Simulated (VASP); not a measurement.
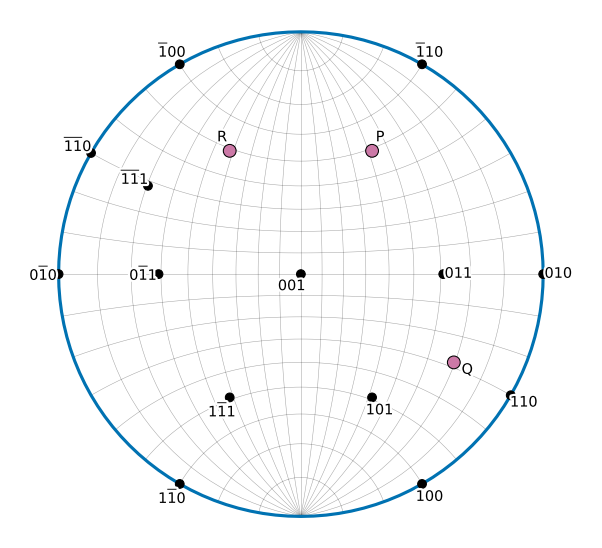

For La2O3, coordinates from a relaxation with VASP, VASP Kohn-Sham DFT of a periodic cell, PBE with D3(BJ), VASP PAW PBE potentials, recommended: stereographic projection of plane normals (upper hemisphere) centred on (0 0 1). Symmetry computed with spglib at a tolerance of 0.002 Å; standard conventional cell.

a = 3.919 Å, b = 3.919 Å, c = 6.090 Å, α = 90.00°, β = 90.00°, γ = 120.00°.

Question: Index the poles marked P, Q, R.

Answer: P is (−1 1 1), in four indices (−1 1 0 1), 60.9° from the centre; Q is (1 1 1), in four indices (1 1 −2 1), 72.2° from the centre; R is (−1 0 1), in four indices (−1 0 1 1), 60.9° from the centre.

Question: Which zone does the coloured great circle trace?

Answer: The zone [0 0 1]: its poles satisfy l = 0.

Question: What is the angle between the normals of (0 −1 1) and (−1 0 1), and what are their d_hkl = 1/|g|?

Answer: 51.8°; d = 2.964 Å and 2.964 Å.
